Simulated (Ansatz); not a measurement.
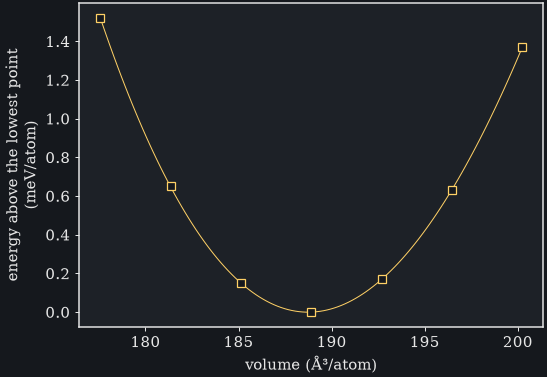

The plot gives the computed energy above the lowest point against volume for Cs, space group Fd-3m (No. 227) (one of a set of cubic test structures, which need not be the stable phase).

Method: equation of state of a cubic crystal from periodic Kohn-Sham density functional theory without spin, third-order Birch-Murnaghan fit to the free energies; pressure corrected for the finite basis (Ansatz 0.2.0 development build). Level: PBE.

```
                setting                   value
         structure type                 diamond
          atoms in cell                       2
     space group number                     227
       lattice centring  face-centred primitive
                 k mesh                   9×9×9
      occupation method             Fermi–Dirac
       occupation width              0.06123 eV
            wave cutoff                  700 eV
               datasets                hard PAW
      density tolerance                1e-09 eV
                  bands                      23
   density cutoff ratio                       4
search for lower states                 default
```

From this curve and the settings, what does the calculation give for the pressure at the same points?

The pressure falls from 0.04 GPa at volume 177.6 Å³/atom to −0.04 GPa at 200.2 Å³/atom, and changes sign near 188.9 Å³/atom.

```tsv
volume (Å³/atom)	pressure (GPa)
177.6	0.04
181.3	0.03
185.1	0.01
188.9	0.00
192.7	-0.01
196.5	-0.03
200.2	-0.04
```

Keep in mind: cubic model structure, not the ambient form.
